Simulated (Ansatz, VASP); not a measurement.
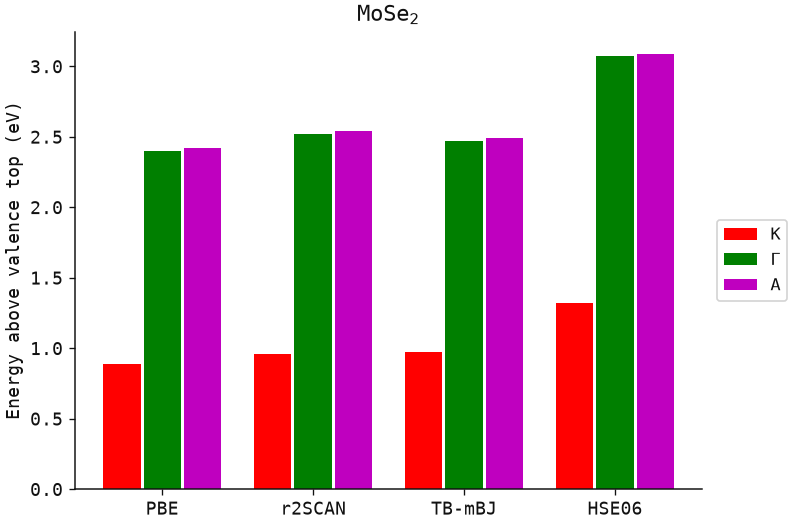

Lowest conduction level at each named k point, counted from the valence-band top at Γ, by several methods on one cell of MoSe₂, space group P6_3/mmc (No. 194), 6 atoms in the cell; a = 3.288 Å, c = 12.900 Å (hexagonal axes). All runs are without spin-orbit coupling and carry no moments. The cell is at 8 GPa in PBE.

**Does HSE06 shift these levels rigidly from PBE?**

The shifts are +0.43 eV at K, +0.67 eV at Γ and +0.67 eV at A, and at points that aren't plotted +0.44 eV (H): over the named points that both runs hold, a spread of 0.24 eV on a mean of 0.55 eV, so one shift doesn't describe them.

**How do the methods rank at K?**

From low to high: PBE 0.89, r2SCAN 0.96, TB-mBJ 0.97, HSE06 1.32 eV. Too close to rank are PBE against r2SCAN (different potentials and cutoffs) and r2SCAN against TB-mBJ (different programs, potentials and cutoffs).

**Do the methods agree on which of these conduction levels is lowest?**

Yes: all put it at K.

```csv
method,program,K (eV),Γ (eV),A (eV)
PBE,Ansatz,0.89,2.40,2.42
r2SCAN,Ansatz,0.96,2.52,2.54
TB-mBJ,VASP,0.97,2.47,2.49
HSE06,Ansatz,1.32,3.07,3.09
```

Settings. PBE: JTH PAW, 9×9×2 k mesh, 1800 eV cutoff, Fermi-Dirac smearing of 0.05 eV (Ansatz). r2SCAN: Ansatz PAW, 9×9×2 k mesh, 500 eV cutoff, Fermi-Dirac smearing of 0.05 eV (Ansatz). TB-mBJ: VASP PAW PBE potentials, release 64 (Mo_sv, Se), 9×9×2 k mesh, 520 eV cutoff, Fermi-Dirac smearing of 0.05 eV (VASP 6.6.1). HSE06: Ansatz PAW, 6×6×2 k mesh, 420 eV cutoff, Fermi-Dirac smearing of 0.05 eV (Ansatz 0.2.0).

These are four of the 23 methods that were run on this cell. The runs come from different programs and meshes, which adds differences of its own. The cell's inner coordinates are idealised or old. Spin-orbit coupling is left out, which matters for Mo and Se. r2SCAN, TB-mBJ and HSE06: the PAW data sets were made with another functional. LDA, GGA and most meta-GGA functionals understate gaps. PBE: this functional lacks dispersion, which binds the layers, so the pressure across them comes out too large. TB-mBJ: this is a model potential built to give gaps, with no total energy. HSE06: the k mesh is thin for exact exchange.
